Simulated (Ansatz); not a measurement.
TiSi2 (slab)

```xyz
18
Lattice="4.7807 0.0000 0.0000 -2.3903 4.2581 0.0000 0.0000 0.0000 26.7278" Properties=species:S:1:pos:R:3 pbc="T T T"
Si    0.0000    0.0000    7.6890
Ti    1.1952    2.1291    8.2664
Si    2.3903    0.0000    8.9212
Si   -1.1952    2.1291    9.3614
Ti    0.0000    0.0000   10.3356
Si    1.1952    2.1291   11.0017
Si    2.3903    0.0000   11.5902
Ti   -1.1952    2.1291   12.2750
Si    0.0000    0.0000   13.0474
Si    1.1952    2.1291   13.6803
Ti    2.3903    0.0000   14.4528
Si   -1.1952    2.1291   15.1375
Si    0.0000    0.0000   15.7261
Ti    1.1952    2.1291   16.3921
Si    2.3903    0.0000   17.3664
Si   -1.1952    2.1291   17.8066
Ti    0.0000    0.0000   18.4614
Si    1.1952    2.1291   19.0387
```

Computed without spin polarisation.

Theory: DFT r2SCAN, scalar-relativistic, plane waves, PAW in Ansatz 0.2.0.

In a PAW calculation such maps are meaningful between the atoms, not at the nuclei.

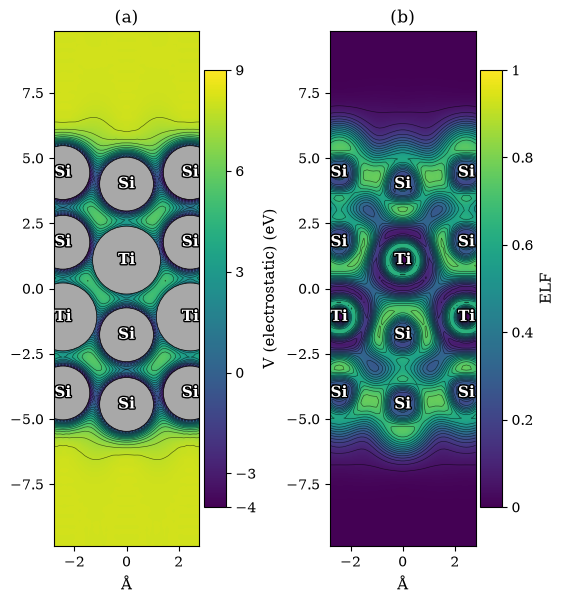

Figure 1. (a) electrostatic potential (local pseudopotential plus Hartree) felt by an electron; (b) ELF on the (11̄0) plane of the calculation cell, a cut from vacuum to vacuum. Grey discs cover the atomic cores in the potential map.

What does the map show?

Answer. The plane passes through Si and Ti nuclei.
Si–Si (2.48 Å): the ELF peaks at about 0.75 between the atoms.


The features right at Ti lie inside the PAW spheres, where the map follows smoothed inner orbitals and isn't to be read closely.
Outside the cores the potential energy rises away from the atoms and is highest in the vacuum; its zero is arbitrary.

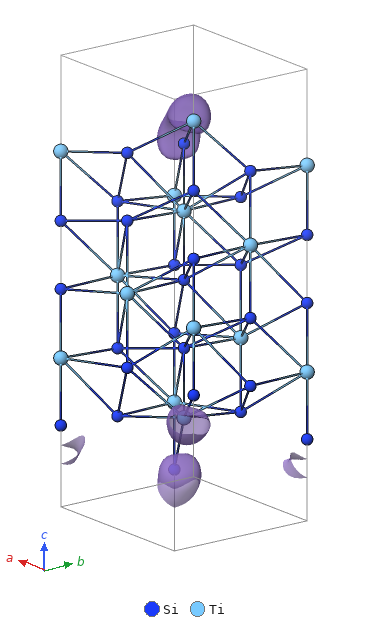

Figure 2. Isosurface of the electron localisation function at 0.85 (purple), seen at an oblique angle. Core shells and regions of very low density are left out. Sticks mark near contacts.

Describe the localisation domains.

Answer. The ELF exceeds this value in two lobes on Si, pointing away from the bonds (lone pairs), counted in one cell of 18 atoms. Counts are for one cell; the picture repeats the cell along the surface.


 Ti–Si (2.51 Å): the ELF peaks at about 0.80 in the valence shell of Si, 0.9 Å from its nucleus, and is about 0.50 at the midpoint.

Does the calculation give a band gap?

Answer. It is metallic or semimetallic at this level of theory: no gap opens.
